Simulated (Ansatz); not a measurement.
## Single-point calculation of CuO (part 1 of 2)

- system: CuO (Cc, 4 atoms in the cell)
- method: DFT r2SCAN, scalar-relativistic, plane waves, PAW, spin-polarised (Ansatz 0.2.0)

The structure derives from an entry of the Crystallography Open Database. Figures and captions count atoms from 1; the log counts them from 0 in places.

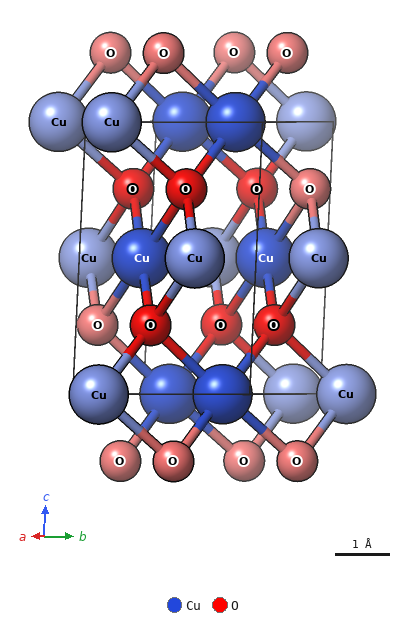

The structure (ball-and-stick view of the cell 2 times as large as that of the calculation, set on its symmetry axes, seen at an oblique angle; neighbours outside the cell are drawn fainter). An atom can appear more than once, as a periodic image. Near neighbours in the periodic cell (some may lie outside the picture): Cu has 4 O at 1.91 to 2.02 Å; O has 4 Cu at 1.91 to 2.02 Å.

The input
```yaml
crystal:
  lattice:
    - [2.34465, -1.7134, 0.0]
    - [2.34465, 1.7134, 0.0]
    - [-0.86055, 0.0, 5.05944]
  atoms:
    - { symbol: Cu, position: [0.0032, 0.4968, 0.0], spin: 0.7 }
    - { symbol: Cu, position: [0.4968, 0.0032, 0.5], spin: 0.7 }
    - { symbol: O, position: [0.5714, 0.4056, 0.2537], spin: 0.35 }
    - { symbol: O, position: [0.4056, 0.5714, 0.7537], spin: 0.35 }
basis:
  ecutwfc: 500
kpoints:
  mp_grid: { grid: [16, 16, 8] }
hamiltonian:
  xc: r2scan
scf:
  occupations: { method: gaussian, width: 0.1 }
output:
  forces: true
  stress: true
  eigenvalues: true
  populations: true
  write_density: true
  write_potential: true
  elf: true
  volumetric_format: npy
magnetization:
  spin_polarized: true
```

Launched with:
```bash
ansatz run input.yaml --threads 1 --pin off --max-ram 2560MiB --backend cpu --events-out ev --progress --plain --runs-dir out
```

Output
```
Engine: ansatz 0.2.0, x86_64-unknown-linux-gnu
Pseudopotentials: kind: paw
Pseudopotential: Cu, paw, valence charge 19, recommended cutoff 500 eV (meta_gga), Cu.paw.azcp
Pseudopotential: O, paw, valence charge 6, recommended cutoff 500 eV (meta_gga), O.paw.azcp
Functional definition: r2SCAN
  parameter k0 = 0.174
  parameter k1 = 0.065
  parameter a1 = 4.9479
  exchange = r2scan_x(k0 = k0, k1 = k1, a1 = a1)
  correlation = r2scan_c
Crystal: 4 atoms, lattice volume = 40.651 Å³
Basis set: ecut = 500 eV, 1035 PW (Γ), exchange–correlation on 96×96×160 points (64 copies of the dense FFT grid, shifted against one another)
Bands: 32, of which v1, the nominal top of the filled ones, is band 25 counted from 1 (24 counted from 0)
Symmetry: 2 space group operations
Space group: Cc (ITA 9), of the structure as read, at distance tolerance 3.4e-5 Å
Magnetic group: BNS 9.37 (UNI 44), of the structure as read, at distance tolerance 3.4e-5 Å
k-points: 554 of 2048 (time reversal used)
Non-local potential: Cu, projectors of the file, l = 0: 3, l = 1: 2, l = 2: 3, l = 3: 1
Non-local potential: O, projectors of the file, l = 0: 2, l = 1: 2, l = 2: 1
PAW form: soft (Blöchl's): semilocal exchange-correlation on the pseudo side does not see the compensation charge
PAW frozen core: Cu, regenerated for the run's functional (the file was generated under x = pbe(κ = 0.804, μ = 0.2195149727645171), c = pbe(β = 0.06672455060314922))
PAW frozen core: O, regenerated for the run's functional (the file was generated under x = pbe(κ = 0.804, μ = 0.2195149727645171), c = pbe(β = 0.06672455060314922))
PAW one-centre angular grid: Cu, 590 points (default); XC on 160 Gauss nodes
PAW one-centre angular grid: O, 302 points (default); XC on 160 Gauss nodes
Initial density: superposition of atomic densities (chi_scale 0.1, normalization cell, long waves kept (reshape's long-wave potential 0.00 eV rms))
Starting moments: Σ|m| = 2.1 μB on 4 of 4 sites
Initial wavefunctions: pseudopotential atomic-orbital guess
Functional: x = r2scan, c = r2scan; τ floored in thin density (d = 2e-4 eV/Å³)
iter 1 solved again at ethr=9.97e-4 eV; its pass at ethr=3.10e-3 eV (dr2=4.99e-1 eV) is discarded
SCF iter   1: F=—  HF=-14396.443451 eV  |F-HF|=—  |Δ(HF+E_count)|=         —  Δρ=6.46e-2 (↑4.26e-2 ↓6.46e-2)  dr2=5.01e-1  dr2_τ=2.35e-2  dr2_m=7.80e-1  M=0.809 μB ∫|m|=0.911 μB  β_m=0.30  ethr=9.97e-4  ⟨swp⟩=1.0  Hψ=167831  notcnv=0
preconditioner: auto → Kerker (q_TF=auto, 2.824 Å⁻¹)  [metal: Δε(μ)=0.002 eV  Ē_g=14.240 eV  σ=0.100 eV  W_gap=0.01  n_scr=20 (ndim 8)  ℏωp=34.0 eV  f_vac=0.000  D(μ)=2.28/eV (n_scr^D=22)]
spin=Collinear: Kerker preconditioning applied to the charge; magnetization (m = ρ↑ − ρ↓) channel mixes plain (no charge-response kernel on spin).
SCF iter   2: F=—  HF=-14396.725570 eV  |F-HF|=—  |Δ(HF+E_count)|=   2.82e-1  Δρ=3.72e-2 (↑3.72e-2 ↓3.51e-2)  dr2=2.14e-1  dr2_τ=8.42e-3  dr2_m=3.08e-1  M=0.855 μB ∫|m|=0.941 μB  β_m=0.30  ethr=9.97e-4  ⟨swp⟩=2.0  Hψ=52802  notcnv=0  κ⁻¹=1.0e0(r=1)
spin-set hold released at iteration 2 (site moments show no strong build): the magnetisation degrees of freedom join the quasi-Newton model from the next iteration; the mixer history was kept
SCF iter   3: F=—  HF=-14396.910263 eV  |F-HF|=—  |Δ(HF+E_count)|=   1.85e-1  Δρ=2.68e-2 (↑2.68e-2 ↓2.57e-2)  dr2=1.49e-1  dr2_τ=4.32e-3  dr2_m=1.42e-1  M=0.868 μB ∫|m|=0.952 μB  β_m=1.20  ethr=4.27e-4  ⟨swp⟩=2.0  Hψ=47733  notcnv=0  defer=37  κ⁻¹=5.9e-2(r=2)
SCF iter   4: F=—  HF=-14397.145134 eV  |F-HF|=—  |Δ(HF+E_count)|=   2.35e-1  Δρ=9.74e-3 (↑5.41e-3 ↓9.74e-3)  dr2=5.03e-2  dr2_τ=4.04e-4  dr2_m=3.08e-3  M=0.959 μB ∫|m|=1.030 μB  β_m=1.20  ethr=2.98e-4  ⟨swp⟩=2.0  Hψ=56320  notcnv=0  defer=37  κ⁻¹=2.9e-3(r=3)
SCF iter   5: F=—  HF=-14397.148465 eV  |F-HF|=—  |Δ(HF+E_count)|=   3.33e-3  Δρ=6.66e-3 (↑3.34e-3 ↓6.66e-3)  dr2=2.21e-2  dr2_τ=2.08e-4  dr2_m=1.96e-3  M=1.025 μB ∫|m|=1.094 μB  β_m=1.20  ethr=1.01e-4  ⟨swp⟩=1.1  Hψ=39023  notcnv=0  defer=958  κ⁻¹=2.0e-3(r=4)
SCF iter   6: F=—  HF=-14397.150328 eV  |F-HF|=—  |Δ(HF+E_count)|=   1.86e-3  Δρ=2.60e-3 (↑2.60e-3 ↓2.51e-3)  dr2=1.04e-3  dr2_τ=4.69e-5  dr2_m=1.89e-3  M=1.206 μB ∫|m|=1.278 μB  β_m=1.20  ethr=4.41e-5  ⟨swp⟩=2.2  Hψ=52246  notcnv=0  defer=1005  κ⁻¹=2.3e-4(r=5)
SCF iter   7: F=—  HF=-14397.163200 eV  |F-HF|=—  |Δ(HF+E_count)|=   1.29e-2  Δρ=3.22e-3 (↑3.22e-3 ↓1.42e-3)  dr2=1.33e-3  dr2_τ=3.54e-5  dr2_m=1.45e-3  M=1.335 μB ∫|m|=1.420 μB  β_m=1.20  ethr=2.07e-6  ⟨swp⟩=2.0  Hψ=67267  notcnv=0  defer=1964  κ⁻¹=3.2e-5(r=6)
SCF iter   8: F=—  HF=-14397.164025 eV  |F-HF|=—  |Δ(HF+E_count)|=   8.25e-4  Δρ=3.20e-3 (↑3.20e-3 ↓1.45e-3)  dr2=1.24e-3  dr2_τ=3.51e-5  dr2_m=1.50e-3  M=1.345 μB ∫|m|=1.431 μB  β_m=1.20  ethr=2.07e-6  ⟨swp⟩=1.0  Hψ=33602  notcnv=0  defer=1966  κ⁻¹=1.2e-2(r=6)
SCF iter   9: F=—  HF=-14397.193058 eV  |F-HF|=—  |Δ(HF+E_count)|=   2.90e-2  Δρ=1.80e-3 (↑1.80e-3 ↓1.23e-3)  dr2=1.14e-3  dr2_τ=7.46e-5  dr2_m=2.02e-4  M=1.736 μB ∫|m|=1.852 μB  β_m=1.20  ethr=2.07e-6  ⟨swp⟩=2.6  Hψ=72457  notcnv=0  defer=1966
Mixer restart at iter 9: flushing history
SCF iter  10: F=—  HF=-14397.200085 eV  |F-HF|=—  |Δ(HF+E_count)|=   7.03e-3  Δρ=1.88e-3 (↑1.88e-3 ↓1.48e-3)  dr2=7.94e-4  dr2_τ=2.18e-5  dr2_m=6.04e-4  M=1.763 μB ∫|m|=1.883 μB  β_m=1.20  ethr=2.07e-6  ⟨swp⟩=2.0  Hψ=61990  notcnv=0  defer=1972  κ⁻¹=1.0e0(r=1)
SCF iter  11: F=—  HF=-14397.201804 eV  |F-HF|=—  |Δ(HF+E_count)|=   1.72e-3  Δρ=1.73e-3 (↑1.73e-3 ↓1.53e-3)  dr2=7.82e-4  dr2_τ=1.99e-5  dr2_m=5.82e-4  M=1.778 μB ∫|m|=1.899 μB  β_m=1.20  ethr=1.59e-6  ⟨swp⟩=1.0  Hψ=33421  notcnv=0  defer=1972  κ⁻¹=8.6e-2(r=2)
SCF iter  12: F=—  HF=-14397.203747 eV  |F-HF|=—  |Δ(HF+E_count)|=   1.94e-3  Δρ=1.54e-3 (↑1.54e-3 ↓1.49e-3)  dr2=7.71e-4  dr2_τ=1.63e-5  dr2_m=4.92e-4  M=1.794 μB ∫|m|=1.917 μB  β_m=1.20  ethr=1.56e-6  ⟨swp⟩=1.0  Hψ=33518  notcnv=0  defer=1972  κ⁻¹=6.5e-3(r=3)
SCF iter  13: F=—  HF=-14397.213781 eV  |F-HF|=—  |Δ(HF+E_count)|=   1.00e-2  Δρ=8.58e-4 (↑8.56e-4 ↓8.58e-4)  dr2=2.91e-4  dr2_τ=4.45e-6  dr2_m=1.42e-4  M=1.863 μB ∫|m|=1.996 μB  β_m=1.20  ethr=1.54e-6  ⟨swp⟩=2.0  Hψ=61272  notcnv=0  defer=1972  κ⁻¹=2.1e-3(r=4)
SCF iter  14: F=—  HF=-14397.218472 eV  |F-HF|=—  |Δ(HF+E_count)|=   4.69e-3  Δρ=4.30e-4 (↑4.00e-4 ↓4.30e-4)  dr2=9.29e-5  dr2_τ=1.36e-6  dr2_m=1.53e-5  M=1.907 μB ∫|m|=2.050 μB  β_m=1.20  ethr=5.82e-7  ⟨swp⟩=2.0  Hψ=63911  notcnv=0  defer=1995  κ⁻¹=6.1e-4(r=5)
SCF iter  15: F=—  HF=-14397.219081 eV  |F-HF|=—  |Δ(HF+E_count)|=   6.09e-4  Δρ=6.27e-4 (↑5.86e-4 ↓6.27e-4)  dr2=6.74e-5  dr2_τ=1.58e-6  dr2_m=1.18e-4  M=1.909 μB ∫|m|=2.052 μB  β_m=1.20  ethr=1.86e-7  ⟨swp⟩=2.0  Hψ=62951  notcnv=0  defer=2001  κ⁻¹=3.3e-4(r=6)
SCF iter  16: F=—  HF=-14397.218945 eV  |F-HF|=—  |Δ(HF+E_count)|=   1.36e-4  Δρ=2.91e-4 (↑1.29e-4 ↓2.91e-4)  dr2=2.63e-5  dr2_τ=3.01e-7  dr2_m=4.50e-6  M=1.928 μB ∫|m|=2.077 μB  β_m=1.20  ethr=1.35e-7  ⟨swp⟩=2.0  Hψ=61159  notcnv=0  defer=2001  κ⁻¹=2.6e-4(r=7)
SCF iter  17: F=—  HF=-14397.219116 eV  |F-HF|=—  |Δ(HF+E_count)|=   1.71e-4  Δρ=2.09e-4 (↑1.09e-4 ↓2.09e-4)  dr2=6.21e-6  dr2_τ=1.71e-7  dr2_m=6.33e-6  M=1.926 μB ∫|m|=2.074 μB  β_m=1.20  ethr=5.26e-8  ⟨swp⟩=2.0  Hψ=60705  notcnv=0  defer=2004  κ⁻¹=2.2e-4(r=8)
SCF iter  18: F=—  HF=-14397.219232 eV  |F-HF|=—  |Δ(HF+E_count)|=   1.16e-4  Δρ=3.59e-5 (↑3.59e-5 ↓3.18e-5)  dr2=6.74e-7  dr2_τ=2.09e-8  dr2_m=5.96e-8  M=1.920 μB ∫|m|=2.067 μB  β_m=1.20  ethr=1.24e-8  ⟨swp⟩=2.0  Hψ=61125  notcnv=0  defer=2004  κ⁻¹=1.3e-4(r=8)
SCF iter  19: F=—  HF=-14397.219235 eV  |F-HF|=—  |Δ(HF+E_count)|=   3.22e-6  Δρ=2.63e-5 (↑2.08e-5 ↓2.63e-5)  dr2=2.67e-7  dr2_τ=4.17e-9  dr2_m=7.27e-8  M=1.919 μB ∫|m|=2.065 μB  β_m=1.20  ethr=1.35e-9  ⟨swp⟩=2.0  Hψ=61203  notcnv=0  defer=2004  κ⁻¹=4.1e-5(r=8)
SCF iter  20: F=—  HF=-14397.219236 eV  |F-HF|=—  |Δ(HF+E_count)|=   4.67e-7  Δρ=1.88e-5 (↑1.88e-5 ↓1.56e-5)  dr2=7.66e-8  dr2_τ=1.75e-9  dr2_m=7.51e-8  M=1.919 μB ∫|m|=2.066 μB  β_m=1.20  ethr=2.00e-10  ⟨swp⟩=9.0  Hψ=229521  notcnv=0  κ⁻¹=3.1e-5(r=8)
SCF iter  21: F=—  HF=-14397.219235 eV  |F-HF|=—  |Δ(HF+E_count)|=   2.40e-7  Δρ=9.19e-6 (↑6.55e-6 ↓9.19e-6)  dr2=2.11e-8  dr2_τ=3.18e-10  dr2_m=1.34e-8  M=1.919 μB ∫|m|=2.066 μB  β_m=1.20  ethr=1.53e-10  ⟨swp⟩=7.5  Hψ=201911  notcnv=0  κ⁻¹=4.4e-6(r=8)
SCF iter  22: F=-14397.219236 eV  HF=-14397.219236 eV  |F-HF|=5.50e-8  |Δ(HF+E_count)|=   2.65e-7  Δρ=3.76e-6 (↑3.12e-6 ↓3.76e-6)  dr2=4.88e-9  dr2_τ=1.06e-10  dr2_m=1.69e-9  M=1.919 μB ∫|m|=2.066 μB  ethr=4.22e-11  ⟨swp⟩=6.5  Hψ=174859  notcnv=0
SCF 1 converged in 22 iterations: F = -14397.219236 eV  dr2 = 4.88e-9
  greatest PAW one-centre occupation: 1.000 electrons in one spin orbital (limit 2), on the Cu atom at site 1 (counted from 0), in its partial waves of l = 0
```

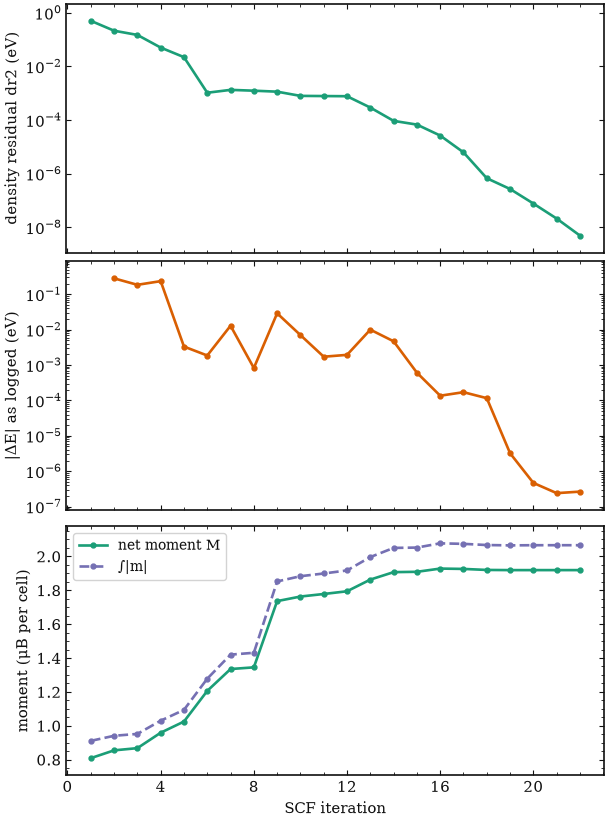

Convergence of the self-consistent field: density residual dr2, size of the energy change and magnetic moment against the SCF iteration. The residual falls almost steadily, with no more than small rises. The net moment goes from 0.8 to 1.9 μB per cell.
